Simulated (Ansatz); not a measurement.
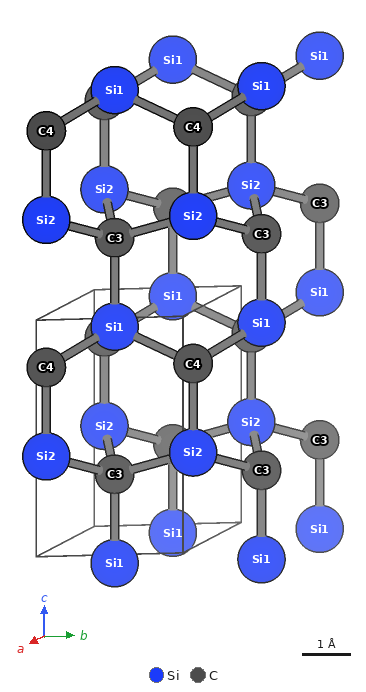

This is crystalline SiC (set up in P6_3mc). A ball-and-stick model of the cell of the calculation, repeated 2 × 2 × 2 with one cell outlined, seen slightly off an axis.

Method: DFT PBE, scalar-relativistic, plane waves, PAW in Ansatz 0.2.0. Settings: plane-wave cutoff 420 eV; k-point mesh 12 × 12 × 6; occupations gaussian; smearing width 0.02 eV; no spin polarisation.

Change: The volume is changed by −3.0 %. The atoms are relaxed in that cell.

Q: Predict the response.

A: Energy change: +6.7 meV per atom. Pressure: 0.0 GPa before, 6.9 GPa after. Cell: a = b 3.092 → 3.061 Å (−1.0 %), c 5.074 → 5.022 Å (−1.0 %). Volume −3.0 %. The atoms keep their places relative to the cell (all moves are under 0.005 Å). Near-neighbour distances before and after: C–Si 1.907 → 1.888 Å, C–Si 1.893 → 1.874 Å. The space group stays P6_3mc (No. 186).
